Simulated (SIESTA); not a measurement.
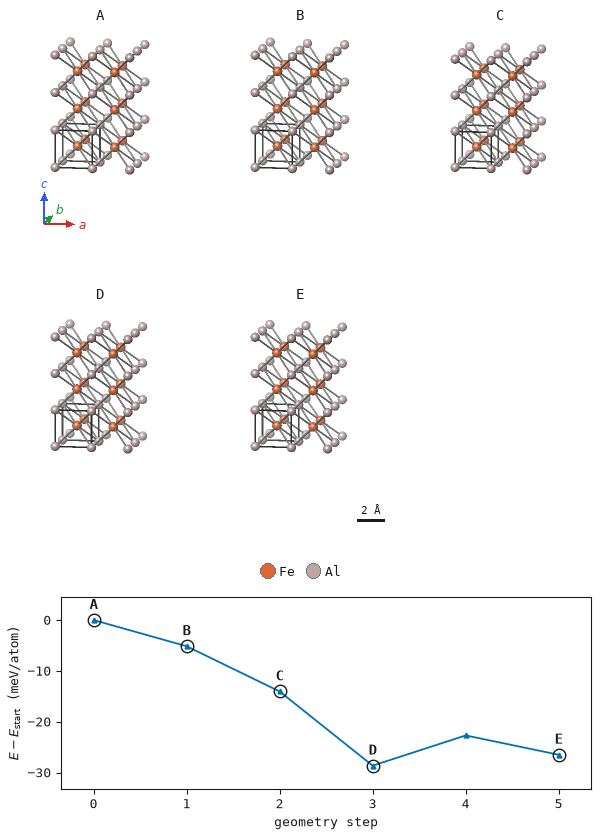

Frames of a relaxation of solid AlFe (set up in Pm-3m), marked on the history of the run. Style: ball-and-stick. Shown: the cell of the calculation, repeated 2 × 2 × 3 with one cell outlined, slightly off an axis.

The run lets cell and atoms move.

The calculation used SIESTA 5.4.2, Kohn-Sham DFT of a periodic cell, PBEsol, PseudoDojo 0.4 standard, converted to PSML.

The input:
```
SystemName                      AlFe
SystemLabel                     AlFe
NumberOfSpecies                 2
NumberOfAtoms                   2
%block ChemicalSpeciesLabel
  1  26 Fe
  2  13 Al
%endblock ChemicalSpeciesLabel

LatticeConstant                 1.0 Ang
%block LatticeVectors
     2.9100000000     0.0000000000     0.0000000000
     0.0000000000     2.9100000000     0.0000000000
     0.0000000000     0.0000000000     2.9100000000
%endblock LatticeVectors
AtomicCoordinatesFormat         Fractional
%block AtomicCoordinatesAndAtomicSpecies
     0.5000000000     0.5000000000     0.5000000000  1  Fe
     0.0000000000     0.0000000000     0.0000000000  2  Al
%endblock AtomicCoordinatesAndAtomicSpecies

%block kgrid.MonkhorstPack
    7   0   0  0.0
    0   7   0  0.0
    0   0   7  0.0
%endblock kgrid.MonkhorstPack
XC.Functional                   GGA
XC.Authors                      PBEsol
PAO.BasisSize                   DZP
PAO.EnergyShift                 0.003 Ry
Mesh.Cutoff                     800 Ry
Spin                            polarized
%block DM.InitSpin
    1   3.000
    2   0.000
%endblock DM.InitSpin
OccupationFunction              FD
ElectronicTemperature           0.05 eV
MaxSCFIterations                200
SCF.MustConverge                false
SCF.Mixer.Method                Pulay
SCF.Mixer.Weight                0.1
SCF.Mixer.History               10
SCF.DM.Tolerance                5.0e-05
SCF.H.Tolerance                 1.0e-03 eV
WriteForces                     true
Charge.Mulliken                 end
MD.TypeOfRun                    Broyden
MD.Steps                        40
MD.MaxForceTol                  0.02 eV/Ang
MD.MaxDispl                     0.1 Ang
WriteCoorStep                   true
AtomCoorFormatOut               Fractional
MD.VariableCell                 true
MD.MaxStressTol                 0.1 GPa
Target.Pressure                 5 GPa
%block PAO.Basis
  Fe 5
  n=3 0 2
    2.625 0.000
  n=4 0 2
    7.520 0.000
  n=3 1 2
    2.943 0.000
  n=4 1 1
    7.520
  n=3 2 2
    4.859 0.000
%endblock PAO.Basis
```

Command:
```bash
siesta < AlFe.fdf > AlFe.out 2>&1
```

**What happens along the run?**

The run was cut off at its time limit before the relaxation converged, so the last structure is only a point on the way. After 5 geometry steps the energy has fallen by 26.5 meV per atom. With the target pressure of 5 GPa, the enthalpy E + pV changes by −58.6 meV per atom. All forces vanish by symmetry, so only the cell relaxes. Pressure: −11.19 GPa at the start and 4.20 GPa at the end. No atom moves by more than 0.005 Å relative to the cell. Cell: a = b = c 2.910 → 2.827 Å (−2.9 %). Volume −8.3 %. Among the contacts that change: Al–Fe 2.520 → 2.448 Å. The space group stays Pm-3m (No. 221). From step 0 to 1: volume −0.6 %, energy −5.1 meV per atom. From step 1 to 2: volume −10.1 %, energy −8.9 meV per atom. From step 2 to 3: volume +3.6 %, energy −14.6 meV per atom. From step 3 to 5: volume −1.0 %, energy +2.2 meV per atom.
